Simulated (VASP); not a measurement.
# A VASP study of ZnS (Sphalerite) (r2SCAN): structure first, properties next

What structure and properties does r2SCAN give ZnS (Sphalerite), and how near are they to the measured ones? The steps: full relaxation (r2SCAN), second relaxation, density, ELF and potential (r2SCAN), bands along the symmetry lines (r2SCAN), density of states (r2SCAN), optical spectrum (r2SCAN), band structure (HSE06) and bands along the symmetry lines (TB-mBJ). The start is a cell from a database of measured crystal structures.

Calculated with VASP 6.6.1; r2SCAN; plane waves and PAW (Zn, S), in the first sound run; inputs show where later runs differ.

Experimental background.

“On the Surface Hardening of Zinc Sulfide Windows by Gallium Sulfide” (2024, pmc:11595366) reports for ZnS, sphalerite (zinc blende), by powder X-ray diffraction (untreated commercial multispectral-grade CVD/HIP polycrystalline window): lattice constant a (cubic a, untreated; bracketed figure appears to be the next digit …) 5.411 Å [commercial polycrystalline ceramic window; bracketed digit ambiguous (next digit or …].

For ZnS, zincblende (literature value, sample not described, 19 K), “Electronic, vibrational, and thermodynamic properties of ZnS (zincblende and rocksalt structure)” (2009, arxiv:0911.5022) quotes earlier work: band gap (direct gap E0 at Gamma) 3.85 eV [literature value at 19 K; includes electron-phonon renormalization, which the paper puts …].

This is a report of a sequence of runs, with most program output left out.

## (1) The structure

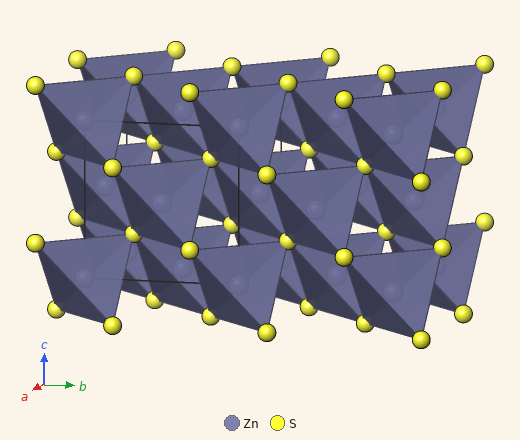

The starting structure, seen slightly off an axis (zinc blue, sulfur yellow). 1×2×1 cells are drawn. This picture shows the conventional cell, with its axes. Some periodic images of atoms are drawn too.

Structure file:

```cif
data_structure
_symmetry_space_group_name_H-M 'P 1'
_symmetry_Int_Tables_number 1
_cell_length_a 3.8250
_cell_length_b 3.8250
_cell_length_c 3.8250
_cell_angle_alpha 60.000
_cell_angle_beta 60.000
_cell_angle_gamma 60.000
_cell_volume 39.57
loop_
_atom_site_label
_atom_site_type_symbol
_atom_site_fract_x
_atom_site_fract_y
_atom_site_fract_z
_atom_site_occupancy
Zn1 Zn 0.00000 0.00000 0.00000 1
S2 S 0.25000 0.25000 0.25000 1
```

## (2) Full relaxation (r2SCAN)

The start need not lie at this functional's minimum. ISIF = 3 frees volume, shape and positions, and EDIFFG sets the threshold on forces and stress at which the search stops. r2SCAN adds the kinetic-energy density, costs more than a GGA and is run with LASPH.

File INCAR:

```
SYSTEM = ZnS
PREC = Accurate
ENCUT = 400
EDIFF = 1E-06
NELM = 100
ISMEAR = 0
SIGMA = 0.05
LREAL = .FALSE.
ALGO = Normal
METAGGA = R2SCAN
LASPH = .TRUE.
NBANDS = 15
LORBIT = 11
LWAVE = .FALSE.
LCHARG = .FALSE.
KPAR = 2
IBRION = 2
NSW = 60
ISIF = 3
EDIFFG = -0.01
```

File POSCAR:

```
ZnS
1.0
    0.0000000000      2.7046500000      2.7046500000
    2.7046500000      0.0000000000      2.7046500000
    2.7046500000      2.7046500000      0.0000000000
Zn S
1 1
Direct
    0.0000000000      0.0000000000      0.0000000000
    0.2500000000      0.2500000000      0.2500000000
```

File KPOINTS:

```
Automatic mesh
0
Gamma
7 7 7
0 0 0
```

Potentials, in the order of the species: Zn and S (PBE family, release 64).

Run with:

```console
mpirun -np 2 vasp_std
```

Run time: 1.9 min. Hardware: 2 MPI ranks of AMD EPYC 7R43, shared host; peak memory 0.25 GiB; 3.7 min of CPU time.

The gap is read on the k-mesh alone, so it is an upper bound where the band edges lie off the mesh. The PAW data sets were made with PBE, which is usual practice but a small mismatch for other functionals. The run keeps the 24 symmetry operations of its start, so it cannot find a distortion of lower symmetry.

Relaxation path:

| step | energy less that of the first step (eV) | largest force (eV/Å) | pressure (GPa) | volume (Å³) |
| --- | --- | --- | --- | --- |
| 1 | 0.0000 | 0.0000 | -1.14 | 39.57 |
| 2 | -0.0022 | 0.0000 | 0.43 | 38.77 |
| 3 | -0.0024 | 0.0000 | 0.08 | 38.94 |

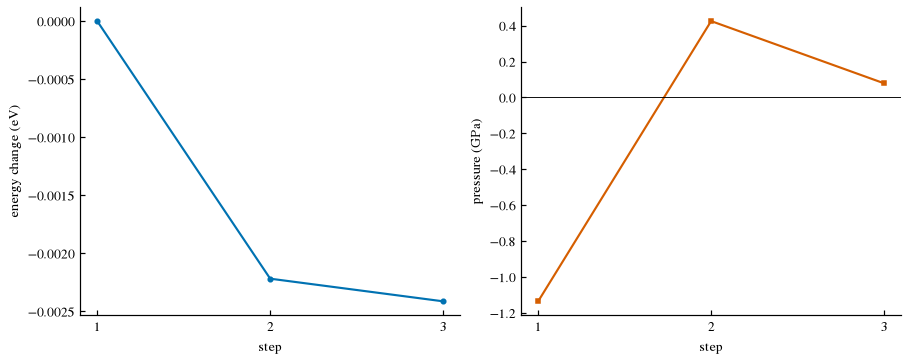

Energy and pressure along the relaxation.

| conventional cell, symmetrised | before | after | change |
| --- | --- | --- | --- |
| a (Å) | 5.409 | 5.381 | -0.5 % |
| b (Å) | 5.409 | 5.381 | -0.5 % |
| c (Å) | 5.409 | 5.381 | -0.5 % |
| volume (Å³/atom) | 19.78 | 19.47 | -1.6 % |

Final coordinates:

```cif
data_structure
_symmetry_space_group_name_H-M 'P 1'
_symmetry_Int_Tables_number 1
_cell_length_a 3.8046
_cell_length_b 3.8046
_cell_length_c 3.8046
_cell_angle_alpha 60.000
_cell_angle_beta 60.000
_cell_angle_gamma 60.000
_cell_volume 38.94
loop_
_atom_site_label
_atom_site_type_symbol
_atom_site_fract_x
_atom_site_fract_y
_atom_site_fract_z
_atom_site_occupancy
Zn1 Zn 0.00000 0.00000 0.00000 1
S2 S 0.25000 0.25000 0.25000 1
```

Numbers from this step:

```yaml
electrons: 18
bands: 15
irreducible_k_points: 20
symmetry_operations: 24
free_energy_toten: -18.86 eV
fermi_energy: 2.166 eV
pressure: 0.07871 GPa
metallic: no
valence_top_at_k: 0, 0, 0
conduction_bottom_at_k: 0, 0, 0
least_direct_gap_at_k: 0, 0, 0
scf_cycles_over_all_ionic_steps: 31
gap_on_the_k_mesh: 2.735 eV
least_direct_gap_on_the_k_mesh: 2.735 eV
```

It ends with forces that vanish by symmetry and a pressure of 0.08 GPa. The volume lies -1.6 % from that of the database's start, which holds the thermal and zero-point expansion of its experiment.

## (3) Second relaxation

The basis stayed that of the start cell while the cell moved. A rerun from the cell reached resets it; the error of the finite cutoff stays.

INCAR is that of step 2.

File POSCAR:

```
ZnS
1.0
    0.0000000000      2.6902736767      2.6902736767
    2.6902736767      0.0000000000      2.6902736767
    2.6902736767      2.6902736767      0.0000000000
Zn S
1 1
Direct
    0.0000000000      0.0000000000      0.0000000000
    0.2500000000      0.2500000000      0.2500000000
```

KPOINTS is that of step 2.

Run with:

```console
mpirun -np 2 vasp_std
```

Run time: 41 s. Hardware: 2 MPI ranks; peak memory 0.25 GiB; 80 s of CPU time.

Little changed from the start: no atom moved by 0.005 Å and no cell edge by 0.1 %.

This step gave:

```yaml
pressure: 0.06990 GPa
scf_cycles_over_all_ionic_steps: 15
gap_on_the_k_mesh: 2.734 eV
least_direct_gap_on_the_k_mesh: 2.734 eV
```

It ends with forces that vanish by symmetry and a pressure of 0.07 GPa. The volume moved by under 0.01 %: the run met its threshold at the first step.

## (4) Density, ELF and potential (r2SCAN)

The relaxed cell gets a fresh self-consistent run, on a basis set for its own volume, to fix the density and to check the remaining stress.

Changes to INCAR since step 3:

```diff
@@ -14,7 +14,5 @@
 LWAVE = .FALSE.
-LCHARG = .FALSE.
-KPAR = 2
-IBRION = 2
-NSW = 60
-ISIF = 3
-EDIFFG = -0.01
+LCHARG = .TRUE.
+ISIF = 2
+LELF = .TRUE.
+LVHAR = .TRUE.
```

POSCAR is that of step 3.

KPOINTS is that of step 3.

Run with:

```console
mpirun -np 2 vasp_std
```

It took 56 s on 2 MPI ranks; peak memory 0.2 GiB; 1.8 min of CPU time.

Numbers from this step:

```yaml
scf_cycles: 13
bands: 16
fermi_energy: 2.234 eV
pressure: 0.002672 GPa
```

Valence electrons inside each PAW sphere by angular momentum. Sphere charges, by row:

| atom | s (e) | p (e) | d (e) | tot (e) |
| --- | --- | --- | --- | --- |
| Zn1 | 0.504 | 0.486 | 9.818 | 10.81 |
| S2 | 1.302 | 2.47 | 0 | 3.773 |

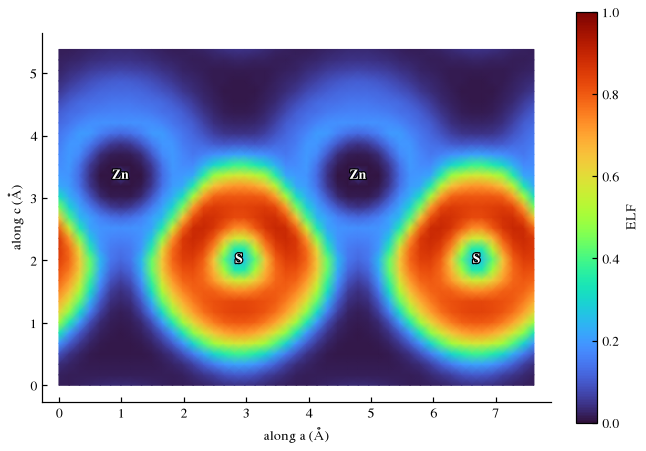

ELF in the ac plane of a cell with a along [110], b along [-110] and c along [001] of the cube at fractional y = 0.000, with atoms of Zn and S within 0.2 Å of it. It is the smooth field of the valence electrons, not physical close to the nuclei. The map starts off the cell's origin, so that atoms lie inside it.

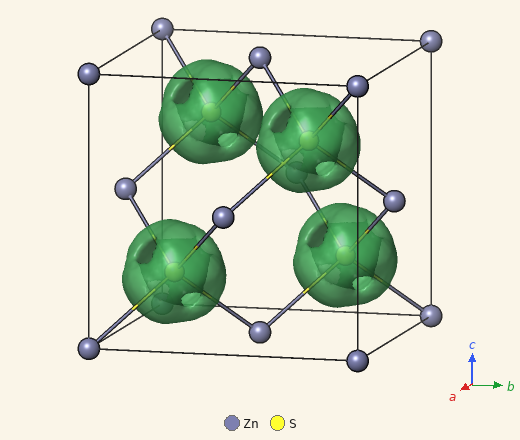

Surface of ELF = 0.81. Bonds to atoms that aren't drawn are left out.

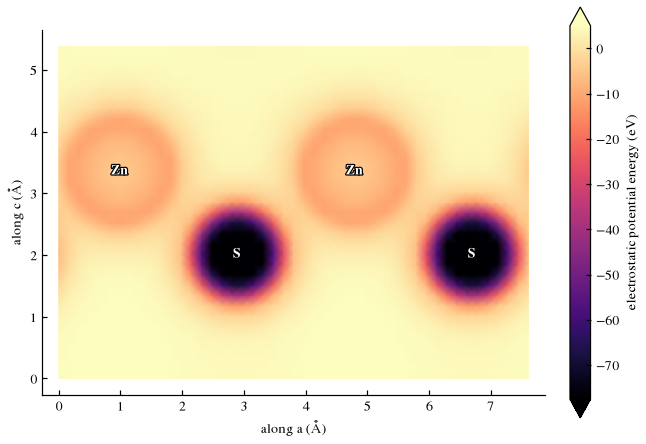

Electrostatic potential energy in the ac plane of a cell with a along [110], b along [-110] and c along [001] of the cube at fractional y = 0.000, with atoms of Zn and S within 0.2 Å of it. With pseudopotentials it is smooth inside the atoms' cores, unlike the true potential. The map starts off the cell's origin, so that atoms lie inside it.

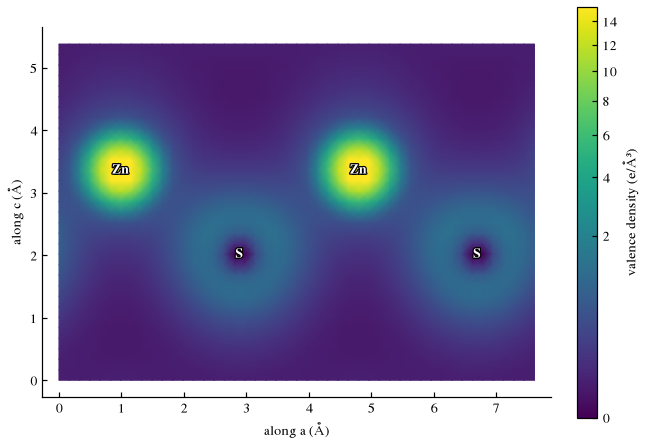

Valence density in the ac plane of a cell with a along [110], b along [-110] and c along [001] of the cube at fractional y = 0.000, with atoms of Zn and S within 0.2 Å of it. It is the smooth field of the valence electrons, not physical close to the nuclei. The map starts off the cell's origin, so that atoms lie inside it. The colour scale is stretched toward low values.

In this run the pressure is 0.00 GPa, small enough to go on.

## (5) Bands along the symmetry lines (r2SCAN)

The mesh alone shows little of the dispersion and can miss band extrema, so KPOINTS_OPT adds a path through the symmetry points after the self-consistent cycle.

File INCAR:

```
SYSTEM = ZnS
PREC = Accurate
ENCUT = 400
EDIFF = 1E-06
NELM = 100
ISMEAR = 0
SIGMA = 0.05
LREAL = .FALSE.
ALGO = Normal
METAGGA = R2SCAN
LASPH = .TRUE.
NBANDS = 21
LORBIT = 11
LWAVE = .FALSE.
LCHARG = .FALSE.
KPAR = 2
```

POSCAR is that of step 4.

KPOINTS is that of step 4.

File KPOINTS_OPT:

```
Line mode
16
Line-mode
Reciprocal
  0.00000000   0.00000000   0.00000000 GAMMA
  0.50000000   0.00000000   0.50000000 X

  0.50000000   0.00000000   0.50000000 X
  0.50000000   0.25000000   0.75000000 W

  0.50000000   0.25000000   0.75000000 W
  0.37500000   0.37500000   0.75000000 K

  0.37500000   0.37500000   0.75000000 K
  0.00000000   0.00000000   0.00000000 GAMMA

  0.00000000   0.00000000   0.00000000 GAMMA
  0.50000000   0.50000000   0.50000000 L

  0.50000000   0.50000000   0.50000000 L
  0.62500000   0.25000000   0.62500000 U

  0.62500000   0.25000000   0.62500000 U
  0.50000000   0.25000000   0.75000000 W

  0.50000000   0.25000000   0.75000000 W
  0.50000000   0.50000000   0.50000000 L

  0.50000000   0.50000000   0.50000000 L
  0.37500000   0.37500000   0.75000000 K

  0.62500000   0.25000000   0.62500000 U
  0.50000000   0.00000000   0.50000000 X
```

Run with:

```console
mpirun -np 2 vasp_std
```

Wall time 4.2 min (2 MPI ranks); peak memory 0.27 GiB; 8.3 min of CPU time.

This step gave:

| Item | Value |
| --- | --- |
| SCF cycles | 14 |
| bands | 21 |
| Fermi energy | 2.262 eV |
| pressure | 7.86e-4 GPa |
| least gap on mesh and path | 2.734 eV |
| least direct gap on mesh and path | 2.734 eV |

The electronic bands at the labelled points (eV, zero at the valence-band top; v1 is the highest filled band, c1 the lowest empty one):

| point | v4 | v3 | v2 | v1 | c1 | c2 | c3 | c4 |
| --- | --- | --- | --- | --- | --- | --- | --- | --- |
| Γ | -5.99 | 0.00 | 0.00 | 0.00 | 2.73 | 6.89 | 6.89 | 6.89 |
| X | -5.77 | -4.67 | -2.33 | -2.33 | 3.70 | 4.48 | 11.86 | 12.91 |
| W | -5.58 | -4.70 | -2.87 | -2.84 | 6.05 | 6.66 | 8.50 | 8.70 |
| K | -5.63 | -4.74 | -3.25 | -1.89 | 4.50 | 6.47 | 10.01 | 10.45 |
| Γ | -5.99 | 0.00 | 0.00 | 0.00 | 2.73 | 6.89 | 6.89 | 6.89 |
| L | -5.78 | -5.49 | -0.91 | -0.91 | 3.84 | 7.38 | 7.38 | 9.47 |
| U | -5.63 | -4.74 | -3.25 | -1.89 | 4.50 | 6.47 | 10.01 | 10.45 |
| W | -5.58 | -4.70 | -2.87 | -2.84 | 6.05 | 6.66 | 8.50 | 8.70 |
| L | -5.78 | -5.49 | -0.91 | -0.91 | 3.84 | 7.38 | 7.38 | 9.47 |
| K | -5.63 | -4.74 | -3.25 | -1.89 | 4.50 | 6.47 | 10.01 | 10.45 |
| jump to U | -5.63 | -4.74 | -3.25 | -1.89 | 4.50 | 6.47 | 10.01 | 10.45 |
| X | -5.77 | -4.67 | -2.33 | -2.33 | 3.70 | 4.48 | 11.86 | 12.91 |

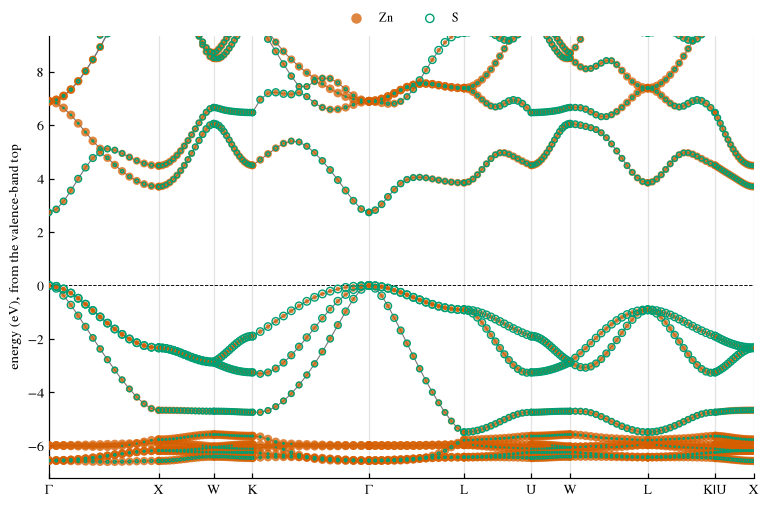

Electronic bands along the path; dots are coloured as in the legend, and their area grows with the weight.

The path finds the gap of the mesh within 0.02 eV, so the mesh comes close to both band edges.

## (6) Density of states (r2SCAN)

A density of states needs more k-points than a total energy; ISMEAR = -5 takes tetrahedra, and LORBIT projects the states on the PAW spheres. The mesh is finer than in the run before.

Changes to INCAR since step 5:

```diff
@@ -5,3 +5,3 @@
 NELM = 100
-ISMEAR = 0
+ISMEAR = -5
 SIGMA = 0.05
@@ -16 +16,2 @@
 KPAR = 2
+NEDOS = 2001
```

POSCAR is that of step 5.

File KPOINTS:

```
Automatic mesh
0
Gamma
11 11 11
0 0 0
```

Run with:

```console
mpirun -np 2 vasp_std
```

Wall time 2.2 min (2 MPI ranks); peak memory 0.28 GiB.

Numbers from this step:

```
irreducible k-points           : 56
Fermi energy                   : 1.976 eV
pressure                       : -0.02005 GPa
gap on the k-mesh              : 2.735 eV
least direct gap on the k-mesh : 2.735 eV
```

The density of states has structure finer than the step of the table below, so its rows give means over 2 eV, whole bins alone (the curve runs from -12.0 to 10.7 eV). Peaks (eV: height): total -6.4: 21.7, -5.9: 24.4, -4.7: 2.97; S p -6.4: 1.12, -4.7: 0.725, -1.0: 0.814, 6.6: 0.393; Zn d -6.4: 18.8, -5.9: 23.5; Zn s -6.5: 0.156, -4.7: 0.625, 4.9: 0.369, 6.6: 0.245; Zn p -2.1: 0.173, 4.9: 0.142, 6.6: 0.250, 7.9: 0.381.

States under -12.0 eV and over 10.7 eV are left out. The density of states by energy, zero at the valence-band top; means over each step; values in states/eV/cell:

| energy (eV) | total | S p | Zn d | Zn s | Zn p |
| --- | --- | --- | --- | --- | --- |
| -8 | 0 | 0 | 0 | 0 | 0 |
| -6 | 5.06 | 0.167 | 4.50 | 0.0457 | 0.0148 |
| -4 | 0.899 | 0.225 | 0.169 | 0.139 | 0.0304 |
| -2 | 1.66 | 0.657 | 0.181 | 0.0305 | 0.147 |
| 0 | 0.386 | 0.183 | 0.0502 | 0.00188 | 0.0247 |
| 2 | 3.5e-4 | 1.9e-5 | 0 | 8.8e-5 | 0 |
| 4 | 0.620 | 0.0510 | 0.0205 | 0.109 | 0.0418 |
| 6 | 1.29 | 0.166 | 0.0506 | 0.171 | 0.106 |
| 8 | 1.25 | 0.113 | 0.0455 | 0.0213 | 0.229 |

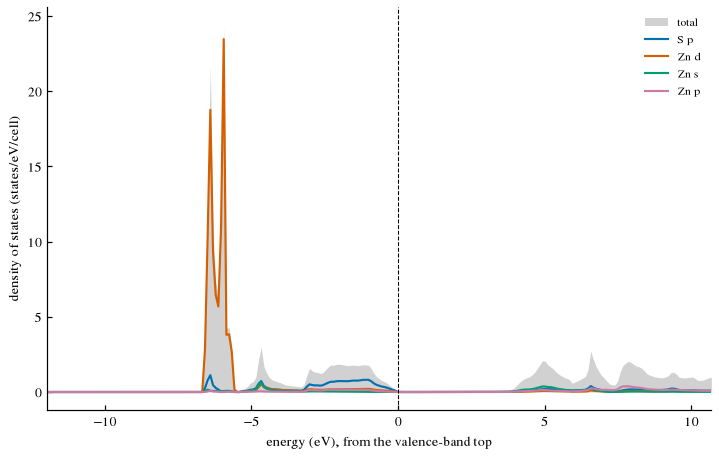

Density of states, plotted against energy.

The gap on this mesh is 2.73 eV. In the top eV of the valence band the largest shares in the PAW spheres are S p 47 %, Zn d 13 % and Zn p 6 %. The rest lies in smaller channels or between the spheres.

## (7) Optical spectrum (r2SCAN)

LOPTICS sums transitions from filled to empty bands. NBANDS is raised for it.

File INCAR:

```
SYSTEM = ZnS
PREC = Accurate
ENCUT = 400
EDIFF = 1E-06
NELM = 100
ISMEAR = 0
SIGMA = 0.05
LREAL = .FALSE.
ALGO = Normal
METAGGA = R2SCAN
LASPH = .TRUE.
NBANDS = 25
LORBIT = 11
LWAVE = .FALSE.
LCHARG = .FALSE.
KPAR = 2
LOPTICS = .TRUE.
NEDOS = 1500
CSHIFT = 0.1
```

POSCAR is that of step 6.

KPOINTS is that of step 6.

Run with:

```console
mpirun -np 2 vasp_std
```

The job ended after 3 min (2 MPI ranks; peak memory 0.34 GiB; 5.7 min of CPU time).

These are independent-particle spectra without excitons or local fields, and fine structure depends on the mesh and on CSHIFT.

This step gave:

| Quantity | Value |
| --- | --- |
| bands | 25 |
| Fermi energy | 2.155 eV |
| pressure | -0.1002 GPa |

The imaginary dielectric function, xx has structure finer than the step of the table below, so its rows give means over 1 eV, whole bins alone (the curve runs from 0 to 25.0 eV). Peaks (eV: height): 4.7: 4.89, 5.2: 7.14, 6.4: 12.8, 6.9: 13.9, 8.0: 9.27.

The imaginary dielectric function, xx by photon energy; means over each step:

| photon energy (eV) | imaginary dielectric function, xx |
| --- | --- |
| 1 | 0.0254 |
| 2 | 0.0781 |
| 3 | 0.619 |
| 4 | 1.58 |
| 5 | 4.88 |
| 6 | 8.54 |
| 7 | 10.0 |
| 8 | 7.66 |
| 9 | 5.41 |
| 10 | 2.99 |
| 11 | 2.59 |
| 12 | 1.81 |
| 13 | 1.47 |
| 14 | 1.05 |
| 15 | 0.847 |
| 16 | 0.551 |
| 17 | 0.515 |
| 18 | 0.427 |
| 19 | 0.433 |
| 20 | 0.412 |
| 21 | 0.354 |
| 22 | 0.307 |
| 23 | 0.237 |
| 24 | 0.210 |

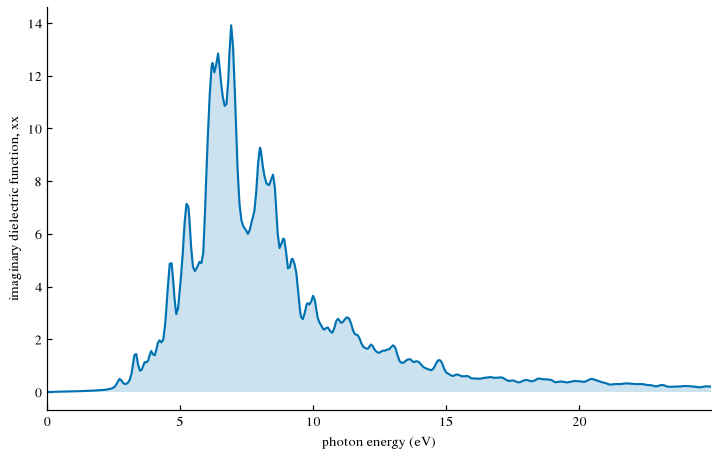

Imaginary dielectric function, xx, plotted against photon energy.

The real dielectric function, xx by photon energy:

| photon energy (eV) | real dielectric function, xx |
| --- | --- |
| 0 | 5.58 |
| 1 | 5.70 |
| 2 | 6.13 |
| 3 | 7.10 |
| 4 | 8.06 |
| 5 | 9.78 |
| 6 | 11.6 |
| 7 | -1.23 |
| 8 | 0.649 |
| 9 | -2.98 |
| 10 | -1.84 |
| 11 | -1.20 |
| 12 | -1.32 |
| 13 | -1.03 |
| 14 | -0.900 |
| 15 | -0.837 |
| 16 | -0.363 |
| 17 | -0.157 |
| 18 | 0.0464 |
| 19 | 0.0303 |
| 20 | 0.190 |
| 21 | 0.134 |
| 22 | 0.251 |
| 23 | 0.332 |
| 24 | 0.376 |

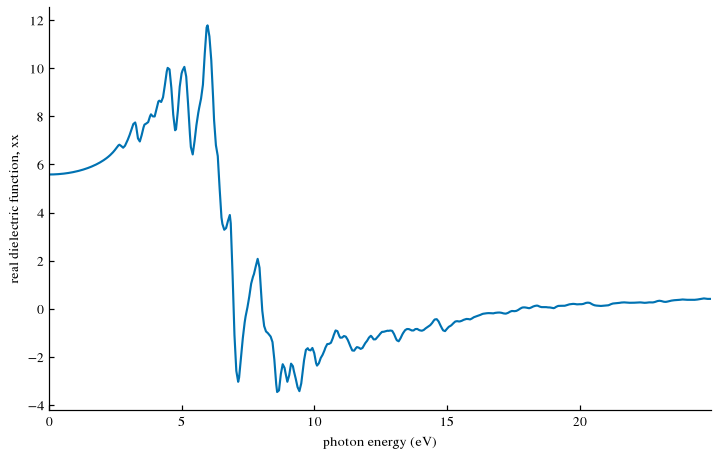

Real dielectric function, xx against photon energy.

The mean of ε2 over directions passes 5 % of its top at 3.18 eV, against a least direct gap of 2.73 eV on this mesh, so the first direct transitions are weak, forbidden or few.

## (8) Starting orbitals for the hybrid

A hybrid converges badly from random orbitals, so a cheap semilocal run writes a WAVECAR on the same mesh first.

File INCAR:

```
SYSTEM = ZnS
PREC = Accurate
ENCUT = 400
EDIFF = 1E-05
NELM = 100
ISMEAR = 0
SIGMA = 0.05
LREAL = .FALSE.
ALGO = Normal
METAGGA = R2SCAN
LASPH = .TRUE.
NBANDS = 15
LORBIT = 11
LWAVE = .TRUE.
LCHARG = .FALSE.
KPAR = 2
```

POSCAR is that of step 7.

File KPOINTS:

```
Automatic mesh
0
Gamma
5 5 5
0 0 0
```

Run with:

```console
mpirun -np 2 vasp_std
```

Run time: 28 s. Hardware: 2 MPI ranks; peak memory 0.23 GiB; 54 s of CPU time.

A gap read on the k-mesh alone can miss the band edges.

This step gave:

```
SCF cycles                     : 12
bands                          : 15
irreducible k-points           : 10
free energy (TOTEN)            : -18.85 eV
Fermi energy                   : 2.247 eV
pressure                       : -0.1813 GPa
gap on the k-mesh              : 2.732 eV
least direct gap on the k-mesh : 2.732 eV
```

(Part 1 of 2 ends here.)

[Lines on the potential files, build, host, timing and source positions are cut from VASP's logs without a mark.]

[Logs are printed without paths, hosts, clocks, repeated set-up lines and the standing remarks that a program may print on its own settings, such as how far it seeks lower states.]

[Hosts, paths, dates, database ids (printed as entryN), source tags and the programs' standing remarks are cut or masked in the printed files.]

[A measured line is paired with the nearest computed mode of its activity, which favours agreement.]
